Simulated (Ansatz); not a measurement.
**Geometry relaxation, with input and output: SiO₂ (part 1 of 2)**

The run: geometry relaxation of SiO₂ (P1, 24 atoms in the cell). Method and program: DFT PBE, scalar-relativistic, plane waves, PAW, no spin polarisation (Ansatz 0.2.0).

The structure derives from a Materials Project entry. It belongs to a series of runs on one base structure; here: the perfect supercell shaken and relaxed. Figures and captions count atoms from 1; the log counts them from 0 in places.

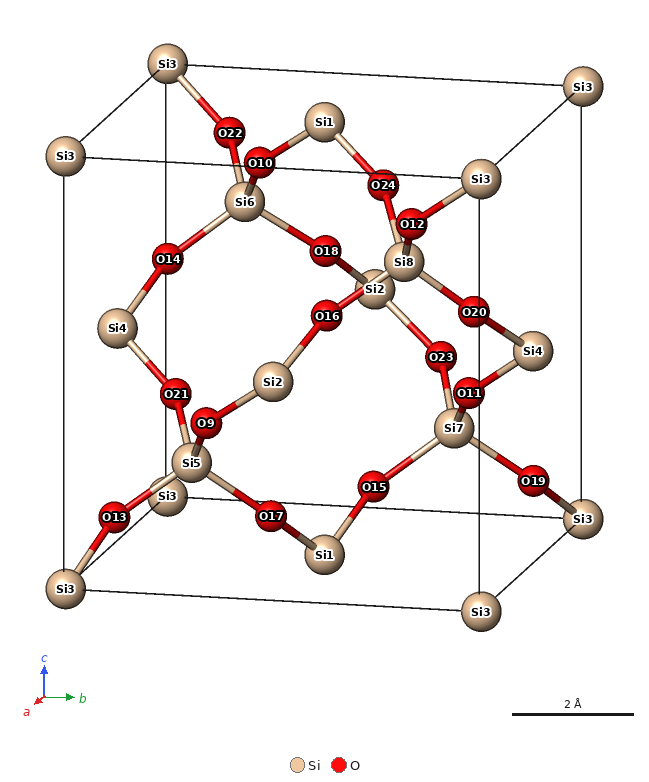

*The input geometry (ball-and-stick view of the cell of the calculation, seen slightly off an axis; atoms are numbered from 1 in the order of the input). An atom can appear more than once, as a periodic image.*

Near neighbours in the periodic cell (some may lie outside the picture): Si has 4 O at 1.51 to 1.70 Å; O has 2 Si at 1.51 to 1.70 Å.

Results in brief:

| quantity | value |
| --- | --- |
| outcome | converged |
| space group (tolerance 0.01 Å) | P1 (1) → I-42d (122) |
| electrons treated | 128 |
| free energy | −14192.8356 eV |
| Fermi energy | 3.785 eV |
| gap on the k-point mesh | 6.68 eV |
| final volume | 372.47 Å³ |
| largest force (length of the vector) at the end | 0.002 eV/Å |
| final cell | a = 7.108 Å, b = 7.108 Å, c = 7.372 Å, α = 90.00°, β = 90.00°, γ = 90.00° |
| hardware | 8 threads of Arm Neoverse V2, 24 GiB of memory available, shared host |
| wall time | 11 s (CPU time 84 s) |
| peak memory | 0.87 GiB |

Input file:
```yaml
crystal:
  lattice:
    - [5.0262964608, -5.0262964608, 0.0]
    - [-5.0262964608, -5.0262964608, 0.0]
    - [0.0, 0.0, -7.3717295607]
  atoms:
    - { symbol: Si, position: [0.4993113454, 0.5047458078, -0.0016083934] }
    - { symbol: Si, position: [0.0034192739, 0.5044204151, 0.5059071768] }
    - { symbol: Si, position: [-0.0151077441, 1.0008550183, 0.9968795289] }
    - { symbol: Si, position: [0.498509538, 1.0061981212, 0.4953445434] }
    - { symbol: Si, position: [0.7487986506, 0.2459404773, 0.2511867343] }
    - { symbol: Si, position: [0.2596249426, 0.2540426032, 0.7499981691] }
    - { symbol: Si, position: [0.2506164397, 0.7554269598, 0.2508327222] }
    - { symbol: Si, position: [0.747905904, 0.7570613444, 0.7423209638] }
    - { symbol: O, position: [0.918984078, 0.3228963722, 0.3830483546] }
    - { symbol: O, position: [0.4164531649, 0.3282030906, 0.8779787803] }
    - { symbol: O, position: [0.4216443502, 0.832952411, 0.3729114682] }
    - { symbol: O, position: [0.9273561281, 0.8189074299, 0.8711676316] }
    - { symbol: O, position: [0.8178872931, 0.076859945, 0.1305933509] }
    - { symbol: O, position: [0.3248202278, 0.0845100595, 0.6233401771] }
    - { symbol: O, position: [0.3253140185, 0.5796855112, 0.1228667383] }
    - { symbol: O, position: [0.8254549275, 0.5897142152, 0.6255614415] }
    - { symbol: O, position: [0.6666125958, 0.4168429394, 0.1188685281] }
    - { symbol: O, position: [0.1760688264, 0.4275653823, 0.627481677] }
    - { symbol: O, position: [0.168741285, 0.9262152932, 0.1206854416] }
    - { symbol: O, position: [0.6688732765, 0.9054028533, 0.6175940588] }
    - { symbol: O, position: [0.5738672133, 0.1647192903, 0.3682775369] }
    - { symbol: O, position: [0.0708477694, 0.1709374131, 0.8649420939] }
    - { symbol: O, position: [0.0720510762, 0.6801900555, 0.3737327131] }
    - { symbol: O, position: [0.5781760573, 0.6651598458, 0.8779638309] }
basis:
  ecutwfc: 420
  xc_grid: 2
kpoints:
  mp_grid: { grid: [2, 2, 2], shift: [0.5, 0.5, 0.5] }
hamiltonian:
  xc: pbe
scf:
  occupations: { method: gaussian, width: 0.02 }
output:
  forces: true
  stress: false
  eigenvalues: true
relax:
  adjacent_minimum: "off"
  f_tol: 0.03
  max_steps: 25
```

Run as:
```bash
ansatz run input.yaml --threads 8 --pin off --max-ram 16384MiB --backend cpu --events-out ev --progress --plain --runs-dir out
```

The program's output:
```
Engine: ansatz 0.2.0, aarch64-unknown-linux-gnu
Pseudopotentials: kind: paw
Pseudopotential: Si, paw, valence charge 4, recommended cutoff 420 eV (normal), Si.paw.azcp
Pseudopotential: O, paw, valence charge 6, recommended cutoff 420 eV (normal), O.paw.azcp
Functional definition: PBE
  parameter kappa = 0.804
  parameter beta = 0.06672455060314922
  exchange = pbe_x(kappa = kappa, mu = beta*pi^2/3)
  correlation = pbe_c(beta = beta)
Crystal: 24 atoms, lattice volume = 372.474 Å³
Basis set: ecut = 420 eV, 7285 PW (Γ), exchange–correlation on 96×96×100 points (8 copies of the dense FFT grid, shifted against one another)
Bands: 88, of which v1, the nominal top of the filled ones, is band 64 counted from 1 (63 counted from 0)
Symmetry: 1 space group operations
Space group: P1 (ITA 1), of the structure as read, at distance tolerance 7.2e-5 Å
k-points: 4 of 8 (time reversal used)
Non-local potential: Si, projectors of the file, l = 0: 2, l = 1: 2, l = 2: 2
Non-local potential: O, projectors of the file, l = 0: 2, l = 1: 2, l = 2: 1
PAW form: soft (Blöchl's): semilocal exchange-correlation on the pseudo side does not see the compensation charge
PAW one-centre angular grid: Si, 110 points (default); XC on 64 Gauss nodes
PAW one-centre angular grid: O, 110 points (default); XC on 64 Gauss nodes
Initial density: superposition of atomic densities (neutral atoms: chi_scale 0, normalization atom), corrected by the library's trained network
Initial wavefunctions: pseudopotential atomic-orbital guess
Functional: x = pbe(κ = 0.804, μ = 0.2195149727645171), c = pbe(β = 0.06672455060314922)
SCF iter   1: F=—  HF=-14191.567175 eV  |F-HF|=—  |Δ(HF+E_count)|=         —  Δρ=1.05e-3  dr2=1.76e-3  ethr=1.77e-3  ⟨swp⟩=7.2  Hψ=1772  notcnv=0  defer=45
preconditioner: auto → Resta (q_TF=auto, 2.283 Å⁻¹)  ε∞=2.8  [insulator: Δε(μ)=6.383 eV  Ē_g=16.331 eV  σ=0.020 eV  W_gap=1.00  n_scr=80 (ndim 8)  ℏωp=21.8 eV  f_vac=0.262  D(μ)=0.00/eV (n_scr^D=0)  ε∞_Penn≈2.8]
SCF iter   2: F=—  HF=-14191.571321 eV  |F-HF|=—  |Δ(HF+E_count)|=   4.15e-3  Δρ=5.62e-4  dr2=5.14e-4  ethr=1.38e-6  ⟨swp⟩=3.0  Hψ=694  notcnv=0  defer=80
SCF iter   3: F=—  HF=-14191.573313 eV  |F-HF|=—  |Δ(HF+E_count)|=   1.99e-3  Δρ=2.28e-4  dr2=1.51e-4  ethr=4.02e-7  ⟨swp⟩=2.0  Hψ=544  notcnv=0  defer=80
iter 4 did not close the SCF: its close was put off for the readings that it lacked (scf_convergence_deferred on its scf_iter line)
SCF iter   4: F=-14191.573331 eV  HF=-14191.573324 eV  |F-HF|=7.09e-6  |Δ(HF+E_count)|=   1.10e-5  Δρ=4.51e-5  dr2=7.26e-6  ethr=1.18e-7  ⟨swp⟩=2.0  Hψ=498  notcnv=0  defer=80
iter 5 did not close the SCF: its close was put off for the readings that it lacked (scf_convergence_deferred on its scf_iter line)
SCF iter   5: F=-14191.573332 eV  HF=-14191.573331 eV  |F-HF|=4.62e-7  |Δ(HF+E_count)|=   7.50e-6  Δρ=1.64e-5  dr2=1.21e-6  ethr=5.67e-9  ⟨swp⟩=2.0  Hψ=443  notcnv=0  defer=80
SCF iter   6: F=-14191.573332 eV  HF=-14191.573332 eV  |F-HF|=2.31e-7  |Δ(HF+E_count)|=   8.37e-7  Δρ=1.19e-5  dr2=3.77e-7  ethr=9.49e-10  ⟨swp⟩=12.0  Hψ=2026  notcnv=0
SCF 1 converged in 6 iterations: F = -14191.573332 eV  dr2 = 3.77e-7
  greatest PAW one-centre occupation: 0.865 electrons in one spin orbital (limit 2), on the O atom at site 19 (counted from 0), in its partial waves of l = 0
relax step   1: F+E_penalty+E_count = -14191.57333202 eV  Δ(F+E_penalty+E_count) = +0.000e0 eV  max|allowed force component| = 4.853e0 eV/Å  Δτ_max = 0.0000 Å  (6 SCF iters, dr2 threshold 2.25e-5 eV, accepted)
Initial density: handed on by an earlier stage of this run
Initial wavefunctions: those handed on with the density
iter 1 solved again at ethr=6.69e-5 eV; its pass at ethr=3.10e-3 eV (dr2=8.56e-2 eV) is discarded
SCF iter   1: F=—  HF=-14192.308774 eV  |F-HF|=—  |Δ(HF+E_count)|=         —  Δρ=5.39e-3  dr2=8.79e-2  ethr=6.69e-5  ⟨swp⟩=1.5  Hψ=1128  notcnv=0  defer=80
preconditioner: auto → Resta (q_TF=auto, 2.283 Å⁻¹)  ε∞=2.8  [insulator: Δε(μ)=6.521 eV  Ē_g=16.373 eV  σ=0.020 eV  W_gap=1.00  n_scr=80 (ndim 8)  ℏωp=21.8 eV  f_vac=0.262  D(μ)=0.00/eV (n_scr^D=0)  ε∞_Penn≈2.8]
SCF iter   2: F=—  HF=-14192.283122 eV  |F-HF|=—  |Δ(HF+E_count)|=   2.57e-2  Δρ=2.34e-3  dr2=1.65e-2  ethr=6.69e-5  ⟨swp⟩=3.0  Hψ=475  notcnv=0  defer=80
SCF iter   3: F=—  HF=-14192.279010 eV  |F-HF|=—  |Δ(HF+E_count)|=   4.11e-3  Δρ=1.01e-3  dr2=2.69e-3  ethr=1.29e-5  ⟨swp⟩=2.0  Hψ=480  notcnv=0  defer=80
SCF iter   4: F=—  HF=-14192.278525 eV  |F-HF|=—  |Δ(HF+E_count)|=   4.85e-4  Δρ=2.39e-4  dr2=2.83e-4  ethr=2.10e-6  ⟨swp⟩=2.0  Hψ=494  notcnv=0  defer=80
SCF iter   5: F=-14192.278531 eV  HF=-14192.278538 eV  |F-HF|=7.12e-6  |Δ(HF+E_count)|=   1.30e-5  Δρ=7.99e-5  dr2=2.31e-5  ethr=7.81e-8  ⟨swp⟩=13.5  Hψ=2243  notcnv=0
SCF 2 converged in 5 iterations: F = -14192.278531 eV  dr2 = 2.31e-5
  greatest PAW one-centre occupation: 0.863 electrons in one spin orbital (limit 2), on the O atom at site 20 (counted from 0), in its partial waves of l = 0
relax step   2: F+E_penalty+E_count = -14192.27853054 eV  Δ(F+E_penalty+E_count) = -7.052e-1 eV  max|allowed force component| = 2.859e0 eV/Å  Δτ_max = 0.0422 Å  (5 SCF iters, dr2 threshold 1.00e-4 eV, accepted)
iter 1 solved again at ethr=2.22e-4 eV; its pass at ethr=3.10e-3 eV (dr2=2.84e-1 eV) is discarded
SCF iter   1: F=—  HF=-14192.941104 eV  |F-HF|=—  |Δ(HF+E_count)|=         —  Δρ=9.74e-3  dr2=2.88e-1  ethr=2.22e-4  ⟨swp⟩=1.2  Hψ=1361  notcnv=0  defer=80
preconditioner: auto → Resta (q_TF=auto, 2.283 Å⁻¹)  ε∞=2.8  [insulator: Δε(μ)=6.669 eV  Ē_g=16.455 eV  σ=0.020 eV  W_gap=1.00  n_scr=80 (ndim 8)  ℏωp=21.8 eV  f_vac=0.263  D(μ)=0.00/eV (n_scr^D=0)  ε∞_Penn≈2.8]
SCF iter   2: F=—  HF=-14192.852265 eV  |F-HF|=—  |Δ(HF+E_count)|=   8.88e-2  Δρ=4.18e-3  dr2=5.76e-2  ethr=2.22e-4  ⟨swp⟩=3.0  Hψ=472  notcnv=0  defer=80
SCF iter   3: F=—  HF=-14192.835847 eV  |F-HF|=—  |Δ(HF+E_count)|=   1.64e-2  Δρ=1.79e-3  dr2=8.82e-3  ethr=4.50e-5  ⟨swp⟩=3.0  Hψ=556  notcnv=0  defer=80
SCF iter   4: F=—  HF=-14192.834004 eV  |F-HF|=—  |Δ(HF+E_count)|=   1.84e-3  Δρ=4.20e-4  dr2=7.81e-4  ethr=6.89e-6  ⟨swp⟩=2.0  Hψ=510  notcnv=0  defer=80
SCF iter   5: F=—  HF=-14192.834077 eV  |F-HF|=—  |Δ(HF+E_count)|=   7.28e-5  Δρ=1.53e-4  dr2=7.68e-5  ethr=7.81e-8  ⟨swp⟩=14.0  Hψ=2453  notcnv=0
SCF iter   6: F=-14192.834075 eV  HF=-14192.834078 eV  |F-HF|=3.20e-6  |Δ(HF+E_count)|=   9.58e-7  Δρ=6.72e-5  dr2=1.42e-5  ethr=6.00e-8  ⟨swp⟩=7.0  Hψ=1492  notcnv=0
SCF 3 converged in 6 iterations: F = -14192.834075 eV  dr2 = 1.42e-5
  greatest PAW one-centre occupation: 0.861 electrons in one spin orbital (limit 2), on the O atom at site 9 (counted from 0), in its partial waves of l = 0
relax step   3: F+E_penalty+E_count = -14192.83407467 eV  Δ(F+E_penalty+E_count) = -5.555e-1 eV  max|allowed force component| = 4.068e-2 eV/Å  Δτ_max = 0.0990 Å  (6 SCF iters, dr2 threshold 1.00e-4 eV, accepted)
iter 1 solved again at ethr=1.11e-8 eV; its pass at ethr=3.10e-3 eV (dr2=1.43e-5 eV) is discarded
SCF iter   1: F=—  HF=-14192.834253 eV  |F-HF|=—  |Δ(HF+E_count)|=         —  Δρ=6.72e-5  dr2=1.43e-5  ethr=1.11e-8  ⟨swp⟩=1.0  Hψ=848  notcnv=0
preconditioner: auto → Resta (q_TF=auto, 2.283 Å⁻¹)  ε∞=2.8  [insulator: Δε(μ)=6.666 eV  Ē_g=16.433 eV  σ=0.020 eV  W_gap=1.00  n_scr=80 (ndim 8)  ℏωp=21.8 eV  f_vac=0.263  D(μ)=0.00/eV (n_scr^D=0)  ε∞_Penn≈2.8]
SCF iter   2: F=—  HF=-14192.834078 eV  |F-HF|=—  |Δ(HF+E_count)|=   1.75e-4  Δρ=2.36e-5  dr2=2.69e-6  ethr=1.11e-8  ⟨swp⟩=2.0  Hψ=488  notcnv=0
SCF iter   3: F=—  HF=-14192.834079 eV  |F-HF|=—  |Δ(HF+E_count)|=   1.24e-6  Δρ=1.33e-5  dr2=1.10e-6  ethr=2.10e-9  ⟨swp⟩=2.0  Hψ=453  notcnv=0
SCF iter   4: F=-14192.834080 eV  HF=-14192.834080 eV  |F-HF|=1.03e-8  |Δ(HF+E_count)|=   1.01e-6  Δρ=3.09e-6  dr2=2.66e-8  ethr=7.81e-11  ⟨swp⟩=5.0  Hψ=1576  notcnv=0
SCF 4 converged in 4 iterations: F = -14192.834080 eV  dr2 = 2.66e-8
relax step   4: F+E_penalty+E_count = -14192.83408033 eV  Δ(F+E_penalty+E_count) = -5.657e-6 eV  max|allowed force component| = 4.041e-2 eV/Å  Δτ_max = 0.0000 Å  (4 SCF iters, accepted)
SCF iter   1: F=—  HF=-14192.837456 eV  |F-HF|=—  |Δ(HF+E_count)|=         —  Δρ=1.54e-3  dr2=5.76e-3  ethr=8.58e-5  ⟨swp⟩=3.0  Hψ=719  notcnv=0  defer=80
preconditioner: auto → Resta (q_TF=auto, 2.283 Å⁻¹)  ε∞=2.8  [insulator: Δε(μ)=6.682 eV  Ē_g=16.437 eV  σ=0.020 eV  W_gap=1.00  n_scr=80 (ndim 8)  ℏωp=21.8 eV  f_vac=0.263  D(μ)=0.00/eV (n_scr^D=0)  ε∞_Penn≈2.8]
SCF iter   2: F=—  HF=-14192.836116 eV  |F-HF|=—  |Δ(HF+E_count)|=   1.34e-3  Δρ=8.09e-4  dr2=1.61e-3  ethr=4.50e-6  ⟨swp⟩=1.2  Hψ=471  notcnv=0  defer=80
SCF iter   3: F=—  HF=-14192.835820 eV  |F-HF|=—  |Δ(HF+E_count)|=   2.97e-4  Δρ=3.63e-4  dr2=3.30e-4  ethr=1.25e-6  ⟨swp⟩=2.0  Hψ=478  notcnv=0  defer=80
SCF iter   4: F=—  HF=-14192.835749 eV  |F-HF|=—  |Δ(HF+E_count)|=   7.06e-5  Δρ=7.61e-5  dr2=1.01e-5  ethr=2.58e-7  ⟨swp⟩=2.0  Hψ=486  notcnv=0  defer=80
SCF iter   5: F=—  HF=-14192.835567 eV  |F-HF|=—  |Δ(HF+E_count)|=   1.82e-4  Δρ=2.65e-5  dr2=1.90e-6  ethr=7.91e-9  ⟨swp⟩=2.0  Hψ=512  notcnv=0  defer=80
SCF iter   6: F=—  HF=-14192.835567 eV  |F-HF|=—  |Δ(HF+E_count)|=   4.15e-7  Δρ=9.17e-6  dr2=2.49e-7  ethr=1.48e-9  ⟨swp⟩=2.0  Hψ=464  notcnv=0  defer=80
SCF iter   7: F=-14192.835567 eV  HF=-14192.835567 eV  |F-HF|=8.40e-9  |Δ(HF+E_count)|=   6.75e-8  Δρ=3.98e-6  dr2=4.24e-8  ethr=7.81e-11  ⟨swp⟩=13.2  Hψ=1990  notcnv=0
SCF 5 converged in 7 iterations: F = -14192.835567 eV  dr2 = 4.24e-8
  greatest PAW one-centre occupation: 0.861 electrons in one spin orbital (limit 2), on the O atom at site 14 (counted from 0), in its partial waves of l = 0
relax step   5: F+E_penalty+E_count = -14192.83556674 eV  Δ(F+E_penalty+E_count) = -1.486e-3 eV  max|allowed force component| = 1.887e-3 eV/Å  Δτ_max = 0.0184 Å  (7 SCF iters, accepted)
```

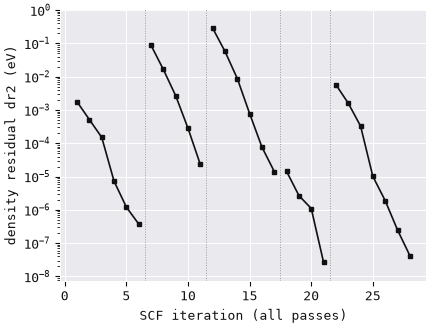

*Convergence of the self-consistent field: density residual dr2 against the SCF iteration. The dotted lines part the SCF passes of the relaxation: geometry steps, rejected trials and re-solves on a re-selected basis.*

The 5 passes take 4 to 7 iterations each, 28 in all.

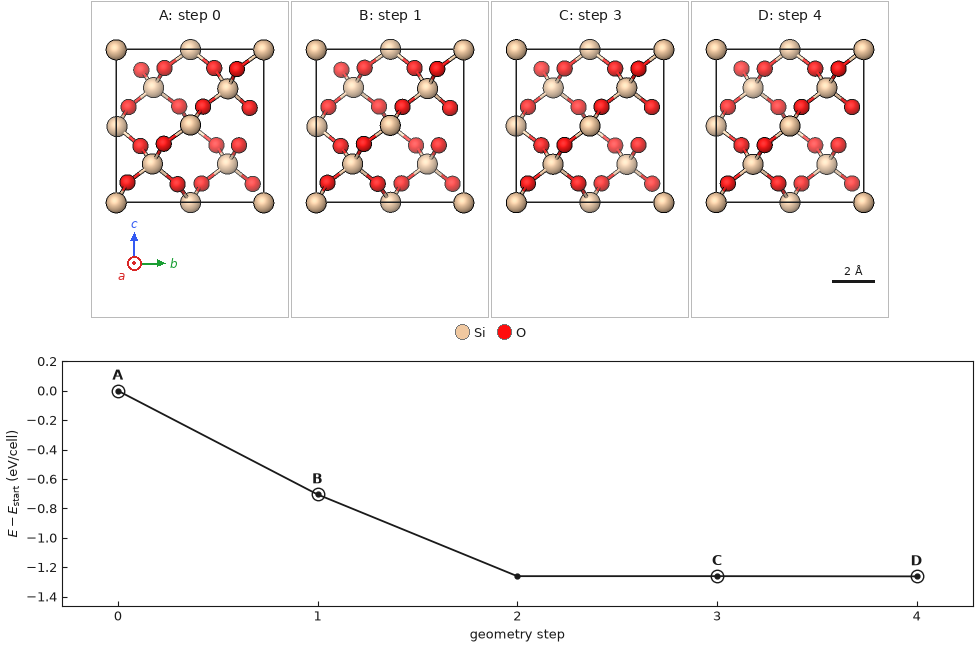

*Frames of the relaxation (ball-and-stick view of the cell of the calculation, along the a axis) above the curves, on which the letters mark them (the first geometry is step 0 here and step 1 in the log).*

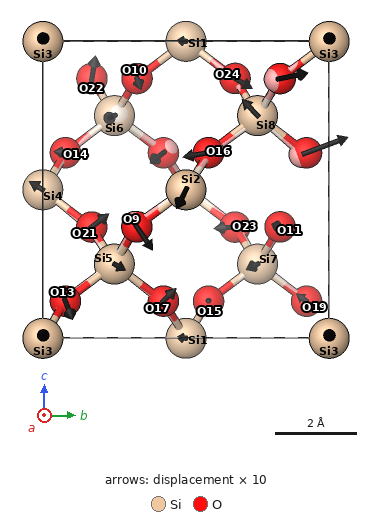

*Start (faint) and end (solid) with the displacements as black arrows, magnified 10 times (ball-and-stick view of the cell of the calculation, along the a axis).*

The atom that moves furthest is O20 (0.12 Å). Largest moves by element: O 0.12 Å, Si 0.09 Å. The cell stays as it was. Distances before and after: Si8–O20 1.508 → 1.626 Å, Si1–O24 1.550 → 1.626 Å, Si8–O24 1.698 → 1.626 Å, Si4–O21 1.560 → 1.626 Å. Among the angles that change: Si3–O12–Si8 136.6° → 146.8°, O12–Si8–O20 116.9° → 108.7°, Si4–O20–Si8 154.0° → 146.9°. The space group (tolerance 0.01 Å) goes from P1 (No. 1) to I-42d (No. 122). The energy falls by 1.262 eV per cell of the calculation in 4 geometry steps. The largest force component goes from 4.9 to 0.0019 eV/Å. (Atoms are counted from 1 in the order of the input.)

```
SCF converged after 7 iterations
Free energy (F): -14192.835567 eV
Harris-Foulkes:  -14192.835567 eV  (|F-HF|=8.40e-9)
Internal energy: -14192.835567 eV  (E = F + TS)
E sigma→0 (E₀):  -14192.835567 eV
Fermi energy:    3.785413 eV
--- Per-component energies (eV) ---
  E_band       = -783.739832
  E_kinetic    = 3210.639453
  E_local      = -9522.799179  (includes V_loc(G=0)·N_el)
  E_nonlocal   = 958.685722
  E_hartree    = 3536.931481
  E_xc         = -1631.020917
  E_vxc        = -1892.656787  (∫ρ·V_xc dr)
  E_paw        = -6648.811166  (= ΣΔE_a)
  E_vpaw       = -611.512328  (= ΣTr[D̂ρ^β])
  E_aug_tail   = 0.041480  (compensation charges beyond the density's cutoff)
  E_ewald      = -4096.502443
  E_smearing   = -0.000000  (= −TS)
  E_closure    = 0.000000  (closes the sum)
  Σ components = -14192.835567   (vs F -14192.835567, Δ=0.00e0)
--- Forces (eV/Å), atoms counted from 1 ---
  atom   1  Si     0.00016350    -0.00015116     0.00035746
  atom   2  Si    -0.00051598     0.00047238    -0.00000123
  atom   3  Si     0.00096098     0.00030483    -0.00045379
  atom   4  Si    -0.00088085    -0.00028851     0.00010236
  atom   5  Si    -0.00022660    -0.00024429     0.00027020
  atom   6  Si    -0.00000907     0.00069529    -0.00022955
  atom   7  Si     0.00106128     0.00011921    -0.00025329
  atom   8  Si    -0.00117622    -0.00051435    -0.00013672
  atom   9  O     -0.00050797    -0.00037429     0.00107515
  atom  10  O      0.00006354    -0.00075299     0.00056042
  atom  11  O      0.00098892    -0.00074441     0.00084401
  atom  12  O      0.00047228     0.00014978    -0.00038621
  atom  13  O     -0.00029467     0.00024648     0.00020309
  atom  14  O      0.00034508     0.00071237     0.00047820
  atom  15  O     -0.00041286     0.00010766     0.00078257
  atom  16  O     -0.00023678    -0.00021811     0.00056154
  atom  17  O     -0.00028637     0.00034323     0.00017890
  atom  18  O     -0.00009703     0.00188619    -0.00048375
  atom  19  O     -0.00041720     0.00067083    -0.00106633
  atom  20  O     -0.00053468    -0.00023930    -0.00009384
  atom  21  O     -0.00022295    -0.00021778    -0.00041849
  atom  22  O      0.00087547    -0.00057952    -0.00113102
  atom  23  O      0.00092426    -0.00104260    -0.00156056
  atom  24  O     -0.00003159    -0.00035342     0.00080646
  max |Σ_I F_I| component: 1.25e-5 eV/Å
--- Band table (eV) ---
```
